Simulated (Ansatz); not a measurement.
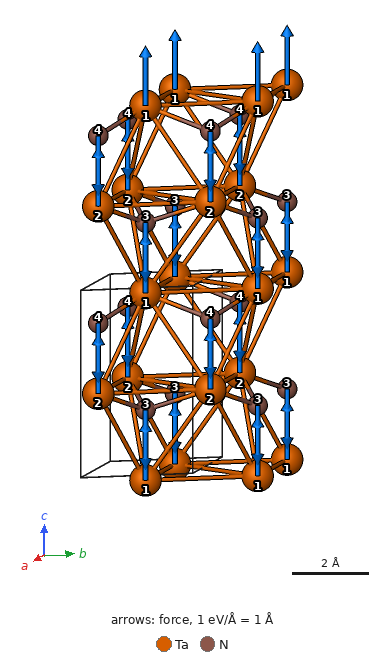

Starting geometry of crystalline TaN (set up in P6_3mc) (coarse preliminary run) with the computed forces as blue arrows. Style: ball-and-stick. Shown: the cell of the calculation, repeated 2 × 2 × 2 with one cell outlined, slightly off an axis.

Case: the second end member.

Method: Ansatz, DFT PBE, scalar-relativistic, plane waves, PAW. (plane-wave cutoff 420 eV; k-point mesh 6 × 6 × 4; occupations gaussian; smearing width 0.1 eV; no spin polarisation; cell and atoms relaxed; force threshold 0.05 eV/Å; at most 80 steps)

### Is this structure relaxed? If not, where do the atoms go?

It isn't relaxed: the largest force vector, on Ta atoms, is 1.62 eV/Å. The atoms end up moving mostly along the starting forces (cosine between the two patterns 1.00). The energy falls by 1064 meV per atom in 9 accepted moves (11 points after the start). The largest force component goes from 1.6 to 0.018 eV/Å. The pressure goes from 110.71 to 0.09 GPa. The SCF was repeated twice at an unchanged geometry on a basis and grid sized afresh for the cell, which shifted the energy by 37.4 meV per atom at most. The largest moves relative to the cell, 0.16 Å, are those of Ta1, Ta2, N3 and N4. N4 goes along −c. Largest moves by element: N 0.16 Å, Ta 0.16 Å. The volume changes by +26.8 %, with a = b 3.084 → 3.150 Å (+2.2 %), c 5.024 → 6.105 Å (+21.5 %). Among the contacts that change: Ta1–Ta2 3.079 → 3.553 Å, Ta1–N4 1.885 → 2.114 Å, Ta1–N3 1.893 → 1.976 Å, Ta1–Ta1 3.084 → 3.150 Å. Bond angles that change, for instance: Ta1–N4–Ta1 109.8° → 96.4°, Ta1–N4–Ta2 109.2° → 120.6°. The space group stays P6_3mc (No. 186).
